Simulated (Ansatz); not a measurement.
# C₈N: single-point calculation (part 2 of 3)

The same run, continued: C₈N (slab, 9 atoms in the cell); DFT PBEsol, scalar-relativistic, plane waves, PAW, spin-polarised (Ansatz 0.2.0); cutoff 420 eV, 12×12×1 k-mesh, Gaussian smearing of 0.05 eV, collinear spins. The structure derives from an entry of the Crystallography Open Database. It belongs to a series of runs on one base structure; here: N lifted by +2.00 A from its best place.

Geometry of the input (Å; fractional positions):
```
2.4988  0.0000  0.0000
-1.2494  2.1640  0.0000
0.0000  0.0000  25.7639
C  0.3333  0.6667  0.3299
C  0.6667  0.3333  0.3502
C  0.6667  0.3333  0.4107
C  0.3333  0.6667  0.4310
C  0.3333  0.6667  0.5398
C  0.6667  0.3333  0.5404
C  0.6667  0.3333  0.6885
C  0.3333  0.6667  0.6885
N  0.5833  1.1667  0.8216
```

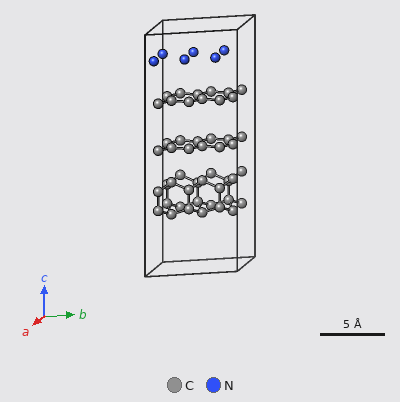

**Figure 1.** The structure as given in the input (ball-and-stick view of the 2 × 3 repeat of the cell, with the vacuum cut short, seen slightly off an axis). An atom can appear more than once, as a periodic image.

### Log, continued
```
SCF iter   1: F=—  HF=-2345.048755 eV  |F-HF|=—  |Δ(HF+E_count)|=         —  Δρ=5.59e-2 (↑5.59e-2 ↓4.18e-2)  dr2=6.26e1  dr2_m=4.55e-1  M=2.213 μB ∫|m|=2.214 μB  β_m=0.30  ethr=3.10e-3  p=0.000 e·Å  D=4.28e-7 V/Å  ΔV_dip=-0.00 eV  dr2_dipole=4.86e1  V_vac-E_F(+/−)=7.77/7.77 eV  ⟨swp⟩=8.4  Hψ=14155  notcnv=0  defer=22
efield: sawtooth ramp at fractional position 0.0558 (placed from the atoms, in the widest stretch of the axis that holds none; the zero of the levels goes with the place), width 0.0400; the density the first Hamiltonian is built on has a dipole p = 0.000 e·Å; the dipole correction subtracts the counter field D = 4.28e-7 V/Å, which shifts the + side's vacuum level by -0.00 eV against the − side's; the planar-averaged density in the ramp window peaks in size at 5.2e-7 e/Å³
preconditioner: auto → LDOS  [metal: Δε(μ)=0.010 eV  Ē_g=14.814 eV  σ=0.050 eV  W_gap=0.11  n_scr=16 (ndim 8)  ℏωp=19.1 eV  f_vac=0.385  D(μ)=6.16/eV (n_scr^D=22)]
spin=Collinear: LDOS preconditioning applied to the charge; magnetization (m = ρ↑ − ρ↓) channel mixes plain (no charge-response kernel on spin).
SCF iter   2: F=—  HF=-2342.918413 eV  |F-HF|=—  |Δ(HF+E_count)|=    2.13e0  Δρ=2.83e-2 (↑2.72e-2 ↓2.83e-2)  dr2=3.44e0  dr2_m=1.13e-1  M=2.252 μB ∫|m|=2.252 μB  β_m=0.30  ethr=3.10e-3  p=0.047 e·Å  D=6.06e-2 V/Å  ΔV_dip=-1.56 eV  dr2_dipole=1.50e-1  V_vac-E_F(+/−)=6.49/8.05 eV  ⟨swp⟩=2.5  Hψ=5130  notcnv=0  defer=433  κ⁻¹=1.0e0(r=1)
SCF iter   3: F=—  HF=-2342.318533 eV  |F-HF|=—  |Δ(HF+E_count)|=   6.00e-1  Δρ=2.00e-2 (↑1.93e-2 ↓2.00e-2)  dr2=1.41e0  dr2_m=1.26e-1  M=2.103 μB ∫|m|=2.104 μB  β_m=0.30  ethr=3.10e-3  p=0.033 e·Å  D=4.26e-2 V/Å  ΔV_dip=-1.10 eV  dr2_dipole=1.29e-1  V_vac-E_F(+/−)=6.47/7.57 eV  ⟨swp⟩=3.0  Hψ=4880  notcnv=0  defer=444  κ⁻¹=5.2e-3(r=2)
SCF iter   4: F=—  HF=-2342.002392 eV  |F-HF|=—  |Δ(HF+E_count)|=   3.16e-1  Δρ=1.22e-2 (↑1.22e-2 ↓9.79e-3)  dr2=6.51e-1  dr2_m=1.08e-1  M=2.013 μB ∫|m|=2.018 μB  β_m=0.30  ethr=3.10e-3  p=0.001 e·Å  D=1.74e-3 V/Å  ΔV_dip=-0.04 eV  dr2_dipole=3.98e-1  V_vac-E_F(+/−)=6.44/6.48 eV  ⟨swp⟩=2.5  Hψ=4287  notcnv=0  defer=439  κ⁻¹=3.8e-3(r=3)
SCF iter   5: F=—  HF=-2342.038979 eV  |F-HF|=—  |Δ(HF+E_count)|=   3.66e-2  Δρ=1.09e-2 (↑1.09e-2 ↓7.54e-3)  dr2=1.61e-1  dr2_m=9.40e-2  M=1.914 μB ∫|m|=1.916 μB  β_m=0.30  ethr=1.76e-3  p=0.000 e·Å  D=4.00e-4 V/Å  ΔV_dip=-0.01 eV  dr2_dipole=8.21e-2  V_vac-E_F(+/−)=6.39/6.40 eV  ⟨swp⟩=1.3  Hψ=3094  notcnv=0  defer=427  κ⁻¹=9.1e-5(r=4)
SCF iter   6: F=—  HF=-2342.085306 eV  |F-HF|=—  |Δ(HF+E_count)|=   4.63e-2  Δρ=1.03e-2 (↑9.00e-3 ↓1.03e-2)  dr2=4.30e-1  dr2_m=1.16e-1  M=1.750 μB ∫|m|=1.752 μB  β_m=0.30  ethr=4.34e-4  p=-0.002 e·Å  D=-2.88e-3 V/Å  ΔV_dip=0.07 eV  dr2_dipole=4.45e-1  V_vac-E_F(+/−)=6.38/6.30 eV  ⟨swp⟩=2.0  Hψ=2455  notcnv=0  defer=458  κ⁻¹=3.2e-5(r=5)
SCF iter   7: F=—  HF=-2342.130303 eV  |F-HF|=—  |Δ(HF+E_count)|=   4.50e-2  Δρ=1.04e-2 (↑1.04e-2 ↓7.80e-3)  dr2=2.74e-2  dr2_m=1.04e-1  M=1.659 μB ∫|m|=1.661 μB  β_m=0.30  ethr=4.34e-4  p=-0.013 e·Å  D=-1.70e-2 V/Å  ΔV_dip=0.44 eV  dr2_dipole=9.65e-3  V_vac-E_F(+/−)=6.53/6.09 eV  ⟨swp⟩=1.8  Hψ=2608  notcnv=0  defer=455  κ⁻¹=1.6e-5(r=6)
SCF iter   8: F=—  HF=-2342.165578 eV  |F-HF|=—  |Δ(HF+E_count)|=   3.53e-2  Δρ=9.29e-3 (↑9.29e-3 ↓5.93e-3)  dr2=2.77e-1  dr2_m=7.26e-2  M=1.613 μB ∫|m|=1.615 μB  β_m=0.30  ethr=7.40e-5  p=-0.022 e·Å  D=-2.84e-2 V/Å  ΔV_dip=0.73 eV  dr2_dipole=2.41e-1  V_vac-E_F(+/−)=6.65/5.92 eV  ⟨swp⟩=2.1  Hψ=3475  notcnv=0  defer=461  κ⁻¹=6.2e-6(r=7)
SCF iter   9: F=—  HF=-2342.183846 eV  |F-HF|=—  |Δ(HF+E_count)|=   1.83e-2  Δρ=6.63e-3 (↑6.63e-3 ↓4.07e-3)  dr2=2.05e-1  dr2_m=3.56e-2  M=1.615 μB ∫|m|=1.618 μB  β_m=0.30  ethr=7.40e-5  p=-0.021 e·Å  D=-2.78e-2 V/Å  ΔV_dip=0.72 eV  dr2_dipole=1.87e-1  V_vac-E_F(+/−)=6.61/5.89 eV  ⟨swp⟩=1.6  Hψ=2714  notcnv=0  defer=461  κ⁻¹=1.7e-6(r=8)
SCF iter  10: F=—  HF=-2342.195105 eV  |F-HF|=—  |Δ(HF+E_count)|=   1.13e-2  Δρ=7.12e-3 (↑7.12e-3 ↓3.12e-3)  dr2=3.84e-1  dr2_m=3.15e-2  M=1.560 μB ∫|m|=1.563 μB  β_m=1.20  ethr=7.40e-5  p=-0.021 e·Å  D=-2.73e-2 V/Å  ΔV_dip=0.70 eV  dr2_dipole=3.38e-1  V_vac-E_F(+/−)=6.58/5.88 eV  ⟨swp⟩=1.1  Hψ=2397  notcnv=0  defer=458
Mixer restart at iter 10: flushing history
spin-set hold released at iteration 10 (site moments contracting): the magnetisation degrees of freedom join the quasi-Newton model from the next iteration; the mixer history was flushed
SCF iter  11: F=—  HF=-2342.220546 eV  |F-HF|=—  |Δ(HF+E_count)|=   2.54e-2  Δρ=4.01e-3 (↑4.01e-3 ↓1.84e-3)  dr2=2.44e-2  dr2_m=9.27e-3  M=1.409 μB ∫|m|=1.415 μB  β_m=0.50  ethr=7.40e-5  p=-0.022 e·Å  D=-2.80e-2 V/Å  ΔV_dip=0.72 eV  dr2_dipole=1.27e-2  V_vac-E_F(+/−)=6.62/5.90 eV  ⟨swp⟩=2.0  Hψ=3470  notcnv=0  defer=458
density mixer auto → msr1: a metal under ldos (density of states about μ 0.89 of a free-electron gas's, 16 screened modes)
SCF iter  12: F=—  HF=-2342.231991 eV  |F-HF|=—  |Δ(HF+E_count)|=   1.14e-2  Δρ=2.07e-3 (↑2.07e-3 ↓1.27e-3)  dr2=9.37e-3  dr2_m=1.66e-3  M=1.323 μB ∫|m|=1.334 μB  β_m=0.75  ethr=6.60e-5  p=-0.025 e·Å  D=-3.25e-2 V/Å  ΔV_dip=0.84 eV  dr2_dipole=1.51e-3  V_vac-E_F(+/−)=6.72/5.88 eV  ⟨swp⟩=1.7  Hψ=3549  notcnv=0  defer=457
SCF iter  13: F=—  HF=-2342.242023 eV  |F-HF|=—  |Δ(HF+E_count)|=   1.00e-2  Δρ=1.63e-3 (↑7.50e-4 ↓1.63e-3)  dr2=4.96e-2  dr2_m=1.32e-3  M=1.203 μB ∫|m|=1.235 μB  β_m=0.66  ethr=2.53e-5  p=-0.034 e·Å  D=-4.35e-2 V/Å  ΔV_dip=1.12 eV  dr2_dipole=3.56e-2  V_vac-E_F(+/−)=6.99/5.87 eV  ⟨swp⟩=2.6  Hψ=3787  notcnv=0  defer=451  recentre
SCF iter  14: F=—  HF=-2342.241048 eV  |F-HF|=—  |Δ(HF+E_count)|=   9.75e-4  Δρ=1.74e-3 (↑1.03e-3 ↓1.74e-3)  dr2=3.03e-2  dr2_m=2.36e-3  M=1.208 μB ∫|m|=1.256 μB  β_m=0.76  ethr=2.53e-5  p=-0.034 e·Å  D=-4.43e-2 V/Å  ΔV_dip=1.14 eV  dr2_dipole=2.97e-2  V_vac-E_F(+/−)=7.02/5.88 eV  ⟨swp⟩=1.4  Hψ=2563  notcnv=0  defer=454
SCF iter  15: F=—  HF=-2342.242820 eV  |F-HF|=—  |Δ(HF+E_count)|=   1.77e-3  Δρ=1.50e-3 (↑1.31e-3 ↓1.50e-3)  dr2=5.43e-2  dr2_m=1.60e-3  M=1.204 μB ∫|m|=1.290 μB  β_m=0.72  ethr=2.53e-5  p=-0.037 e·Å  D=-4.75e-2 V/Å  ΔV_dip=1.22 eV  dr2_dipole=2.50e-2  V_vac-E_F(+/−)=7.09/5.86 eV  ⟨swp⟩=1.2  Hψ=2233  notcnv=0  defer=460
SCF iter  16: F=—  HF=-2342.246089 eV  |F-HF|=—  |Δ(HF+E_count)|=   3.27e-3  Δρ=2.39e-3 (↑1.68e-3 ↓2.39e-3)  dr2=5.28e-2  dr2_m=4.48e-3  M=1.204 μB ∫|m|=1.402 μB  β_m=0.86  ethr=2.53e-5  p=-0.037 e·Å  D=-4.79e-2 V/Å  ΔV_dip=1.23 eV  dr2_dipole=5.09e-2  V_vac-E_F(+/−)=7.11/5.88 eV  ⟨swp⟩=1.5  Hψ=2292  notcnv=0  defer=460
SCF iter  17: F=-2342.203161 eV  HF=-2342.249143 eV  |F-HF|=4.60e-2  |Δ(HF+E_count)|=   3.05e-3  Δρ=3.42e-3 (↑2.56e-3 ↓3.42e-3)  dr2=2.90e-2  dr2_m=1.11e-2  M=1.209 μB ∫|m|=1.509 μB  β_m=0.88  ethr=2.53e-5  p=-0.036 e·Å  D=-4.72e-2 V/Å  ΔV_dip=1.22 eV  dr2_dipole=2.78e-2  V_vac-E_F(+/−)=7.09/5.87 eV  ⟨swp⟩=1.4  Hψ=2090  notcnv=0  defer=460
SCF iter  18: F=-2342.209086 eV  HF=-2342.263417 eV  |F-HF|=5.43e-2  |Δ(HF+E_count)|=   1.43e-2  Δρ=4.35e-3 (↑3.10e-3 ↓4.35e-3)  dr2=3.53e-2  dr2_m=1.74e-2  M=1.208 μB ∫|m|=1.671 μB  β_m=0.50  ethr=2.53e-5  p=-0.036 e·Å  D=-4.65e-2 V/Å  ΔV_dip=1.20 eV  dr2_dipole=3.71e-2  V_vac-E_F(+/−)=7.09/5.89 eV  ⟨swp⟩=2.1  Hψ=3230  notcnv=0  defer=461
SCF iter  19: F=-2342.252646 eV  HF=-2342.281112 eV  |F-HF|=2.85e-2  |Δ(HF+E_count)|=   1.77e-2  Δρ=4.69e-3 (↑3.69e-3 ↓4.69e-3)  dr2=2.49e-2  dr2_m=2.22e-2  M=1.214 μB ∫|m|=1.818 μB  β_m=0.05  ethr=2.53e-5  p=-0.036 e·Å  D=-4.64e-2 V/Å  ΔV_dip=1.20 eV  dr2_dipole=2.63e-2  V_vac-E_F(+/−)=7.09/5.89 eV  ⟨swp⟩=2.1  Hψ=3157  notcnv=0  defer=461
SCF iter  20: F=-2342.300135 eV  HF=-2342.291402 eV  |F-HF|=8.73e-3  |Δ(HF+E_count)|=   1.03e-2  Δρ=4.40e-3 (↑4.25e-3 ↓4.40e-3)  dr2=7.93e-3  dr2_m=2.36e-2  M=1.224 μB ∫|m|=1.905 μB  β_m=0.38  ethr=2.53e-5  p=-0.033 e·Å  D=-4.25e-2 V/Å  ΔV_dip=1.09 eV  dr2_dipole=8.55e-3  V_vac-E_F(+/−)=6.96/5.86 eV  ⟨swp⟩=2.2  Hψ=3306  notcnv=0  defer=464
SCF iter  21: F=-2342.246077 eV  HF=-2342.253206 eV  |F-HF|=7.13e-3  |Δ(HF+E_count)|=   3.82e-2  Δρ=4.03e-3 (↑3.47e-3 ↓4.03e-3)  dr2=1.20e-2  dr2_m=1.78e-2  M=1.240 μB ∫|m|=1.644 μB  β_m=0.38  ethr=2.14e-5  p=-0.033 e·Å  D=-4.28e-2 V/Å  ΔV_dip=1.10 eV  dr2_dipole=1.21e-2  V_vac-E_F(+/−)=6.96/5.85 eV  ⟨swp⟩=2.0  Hψ=4204  notcnv=0  defer=465  recentre
SCF iter  22: F=-2342.347276 eV  HF=-2342.328508 eV  |F-HF|=1.88e-2  |Δ(HF+E_count)|=   7.53e-2  Δρ=4.25e-3 (↑4.25e-3 ↓4.12e-3)  dr2=2.02e-3  dr2_m=2.23e-2  M=1.233 μB ∫|m|=2.113 μB  β_m=0.67  ethr=2.14e-5  p=-0.035 e·Å  D=-4.51e-2 V/Å  ΔV_dip=1.16 eV  dr2_dipole=2.04e-3  V_vac-E_F(+/−)=7.00/5.84 eV  ⟨swp⟩=2.9  Hψ=4731  notcnv=0  defer=474
SCF iter  23: F=-2342.363653 eV  HF=-2342.385939 eV  |F-HF|=2.23e-2  |Δ(HF+E_count)|=   5.74e-2  Δρ=2.70e-3 (↑1.73e-3 ↓2.70e-3)  dr2=1.55e-2  dr2_m=6.02e-3  M=1.231 μB ∫|m|=2.407 μB  β_m=0.54  ethr=5.46e-6  p=-0.038 e·Å  D=-4.91e-2 V/Å  ΔV_dip=1.26 eV  dr2_dipole=1.38e-2  V_vac-E_F(+/−)=7.09/5.83 eV  ⟨swp⟩=3.0  Hψ=5631  notcnv=0  defer=477
SCF iter  24: F=-2342.379171 eV  HF=-2342.356417 eV  |F-HF|=2.28e-2  |Δ(HF+E_count)|=   2.95e-2  Δρ=4.12e-3 (↑4.12e-3 ↓4.02e-3)  dr2=2.24e-3  dr2_m=2.09e-2  M=1.234 μB ∫|m|=2.803 μB  β_m=0.57  ethr=5.46e-6  p=-0.044 e·Å  D=-5.70e-2 V/Å  ΔV_dip=1.47 eV  dr2_dipole=8.10e-4  V_vac-E_F(+/−)=7.03/5.56 eV  ⟨swp⟩=3.8  Hψ=6547  notcnv=0  defer=483
SCF iter  25: F=-2342.394462 eV  HF=-2342.392501 eV  |F-HF|=1.96e-3  |Δ(HF+E_count)|=   3.61e-2  Δρ=1.66e-3 (↑1.66e-3 ↓1.50e-3)  dr2=1.03e-3  dr2_m=3.14e-3  M=1.234 μB ∫|m|=2.680 μB  β_m=0.72  ethr=5.46e-6  p=-0.043 e·Å  D=-5.53e-2 V/Å  ΔV_dip=1.42 eV  dr2_dipole=9.02e-4  V_vac-E_F(+/−)=7.03/5.61 eV  ⟨swp⟩=3.0  Hψ=5263  notcnv=0  defer=483
SCF iter  26: F=-2342.395488 eV  HF=-2342.396029 eV  |F-HF|=5.41e-4  |Δ(HF+E_count)|=   3.53e-3  Δρ=1.24e-3 (↑1.24e-3 ↓9.84e-4)  dr2=1.37e-3  dr2_m=1.54e-3  M=1.234 μB ∫|m|=2.660 μB  β_m=0.74  ethr=2.79e-6  p=-0.041 e·Å  D=-5.36e-2 V/Å  ΔV_dip=1.38 eV  dr2_dipole=9.99e-4  V_vac-E_F(+/−)=7.04/5.66 eV  ⟨swp⟩=2.0  Hψ=3701  notcnv=0  defer=484
SCF iter  27: F=-2342.397347 eV  HF=-2342.397008 eV  |F-HF|=3.39e-4  |Δ(HF+E_count)|=   9.79e-4  Δρ=9.45e-4 (↑9.45e-4 ↓8.53e-4)  dr2=4.01e-4  dr2_m=1.02e-3  M=1.234 μB ∫|m|=2.654 μB  β_m=0.87  ethr=2.79e-6  p=-0.042 e·Å  D=-5.43e-2 V/Å  ΔV_dip=1.40 eV  dr2_dipole=4.29e-4  V_vac-E_F(+/−)=7.04/5.64 eV  ⟨swp⟩=2.2  Hψ=3026  notcnv=0  defer=484
SCF iter  28: F=-2342.398157 eV  HF=-2342.398431 eV  |F-HF|=2.74e-4  |Δ(HF+E_count)|=   1.42e-3  Δρ=6.17e-4 (↑6.17e-4 ↓4.51e-4)  dr2=3.93e-4  dr2_m=3.60e-4  M=1.234 μB ∫|m|=2.635 μB  β_m=0.76  ethr=1.08e-6  p=-0.042 e·Å  D=-5.39e-2 V/Å  ΔV_dip=1.39 eV  dr2_dipole=2.93e-4  V_vac-E_F(+/−)=7.04/5.65 eV  ⟨swp⟩=2.1  Hψ=3565  notcnv=0  defer=484
SCF iter  29: F=-2342.399065 eV  HF=-2342.399151 eV  |F-HF|=8.56e-5  |Δ(HF+E_count)|=   7.20e-4  Δρ=1.18e-4 (↑1.18e-4 ↓9.98e-5)  dr2=4.85e-5  dr2_m=1.38e-5  M=1.235 μB ∫|m|=2.609 μB  β_m=0.87  ethr=1.06e-6  p=-0.042 e·Å  D=-5.40e-2 V/Å  ΔV_dip=1.39 eV  dr2_dipole=5.26e-5  V_vac-E_F(+/−)=7.04/5.65 eV  ⟨swp⟩=2.2  Hψ=3693  notcnv=0  defer=484
SCF iter  30: F=-2342.399162 eV  HF=-2342.399174 eV  |F-HF|=1.21e-5  |Δ(HF+E_count)|=   2.34e-5  Δρ=4.47e-5 (↑3.32e-5 ↓4.47e-5)  dr2=1.01e-5  dr2_m=6.34e-7  M=1.235 μB ∫|m|=2.605 μB  β_m=0.75  ethr=1.31e-7  p=-0.042 e·Å  D=-5.41e-2 V/Å  ΔV_dip=1.39 eV  dr2_dipole=3.95e-6  V_vac-E_F(+/−)=7.04/5.65 eV  ⟨swp⟩=2.0  Hψ=3694  notcnv=0  defer=484
SCF iter  31: F=-2342.399169 eV  HF=-2342.399173 eV  |F-HF|=3.17e-6  |Δ(HF+E_count)|=   1.75e-6  Δρ=2.83e-5 (↑2.83e-5 ↓2.06e-5)  dr2=4.00e-6  dr2_m=5.39e-7  M=1.235 μB ∫|m|=2.603 μB  β_m=0.73  ethr=2.74e-8  p=-0.042 e·Å  D=-5.42e-2 V/Å  ΔV_dip=1.40 eV  dr2_dipole=9.51e-8  V_vac-E_F(+/−)=7.04/5.64 eV  ⟨swp⟩=2.0  Hψ=3503  notcnv=0  defer=484
SCF iter  32: F=-2342.399173 eV  HF=-2342.399173 eV  |F-HF|=1.30e-7  |Δ(HF+E_count)|=   5.66e-7  Δρ=8.57e-6 (↑5.48e-6 ↓8.57e-6)  dr2=1.71e-7  dr2_m=3.92e-8  M=1.235 μB ∫|m|=2.604 μB  β_m=0.70  ethr=1.08e-8  p=-0.042 e·Å  D=-5.42e-2 V/Å  ΔV_dip=1.40 eV  dr2_dipole=4.60e-8  V_vac-E_F(+/−)=7.04/5.64 eV  ⟨swp⟩=2.0  Hψ=3316  notcnv=0  defer=484
SCF iter  33: F=-2342.399173 eV  HF=-2342.399173 eV  |F-HF|=2.33e-9  |Δ(HF+E_count)|=   2.19e-8  Δρ=4.16e-6 (↑3.86e-6 ↓4.16e-6)  dr2=2.22e-8  dr2_m=1.72e-8  M=1.235 μB ∫|m|=2.604 μB  β_m=0.81  ethr=2.70e-10  p=-0.042 e·Å  D=-5.42e-2 V/Å  ΔV_dip=1.40 eV  dr2_dipole=1.27e-9  V_vac-E_F(+/−)=7.04/5.64 eV  ⟨swp⟩=23.0  Hψ=24120  notcnv=0
iter 34 met the thresholds in force, and the SCF goes on: an eigenvalue changes by 0.59 meV, over its tolerance of 0.50 meV (output.eigenvalues, Limitations)
SCF iter  34: F=-2342.399173 eV  HF=-2342.399173 eV  |F-HF|=3.70e-9  |Δ(HF+E_count)|=   2.43e-8  Δρ=2.05e-6 (↑1.54e-6 ↓2.05e-6)  dr2=8.20e-9  dr2_m=2.90e-9  M=1.235 μB ∫|m|=2.604 μB  β_m=0.82  ethr=5.99e-11  p=-0.042 e·Å  D=-5.42e-2 V/Å  ΔV_dip=1.40 eV  dr2_dipole=1.51e-10  V_vac-E_F(+/−)=7.04/5.64 eV  ⟨swp⟩=9.6  Hψ=14929  notcnv=0
SCF iter  35: F=-2342.399173 eV  HF=-2342.399173 eV  |F-HF|=1.28e-8  |Δ(HF+E_count)|=   3.73e-9  Δρ=1.03e-6 (↑8.47e-7 ↓1.03e-6)  dr2=1.42e-8  dr2_m=3.84e-10  M=1.235 μB ∫|m|=2.604 μB  ethr=2.22e-11  p=-0.042 e·Å  D=-5.42e-2 V/Å  ΔV_dip=1.40 eV  dr2_dipole=8.46e-11  V_vac-E_F(+/−)=7.04/5.64 eV  ⟨swp⟩=7.2  Hψ=15126  notcnv=0
SCF 1 converged in 35 iterations: F = -2342.399173 eV  dr2 = 1.42e-8
  greatest PAW one-centre occupation: 0.869 electrons in one spin orbital (limit 2), on the N atom at site 8 (counted from 0), in its partial waves of l = 0
```

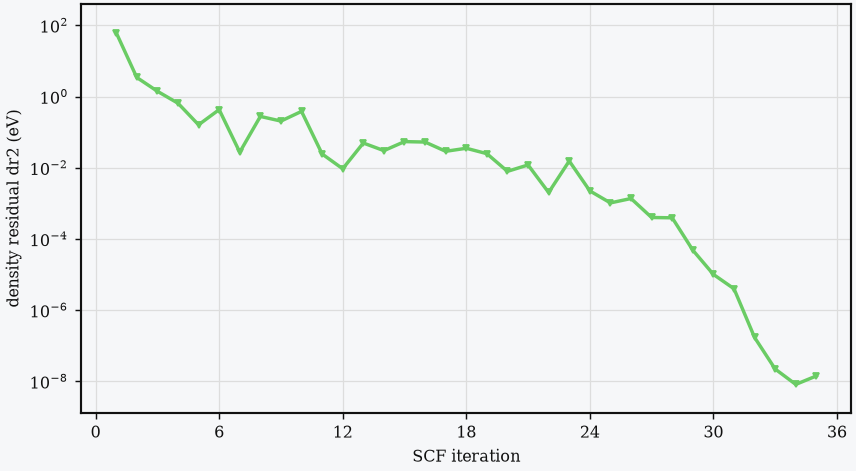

**Figure 2.** Convergence of the self-consistent field: density residual dr2 against the SCF iteration. The residual falls unevenly and jumps up by a factor of two or more 4 times on the way down.
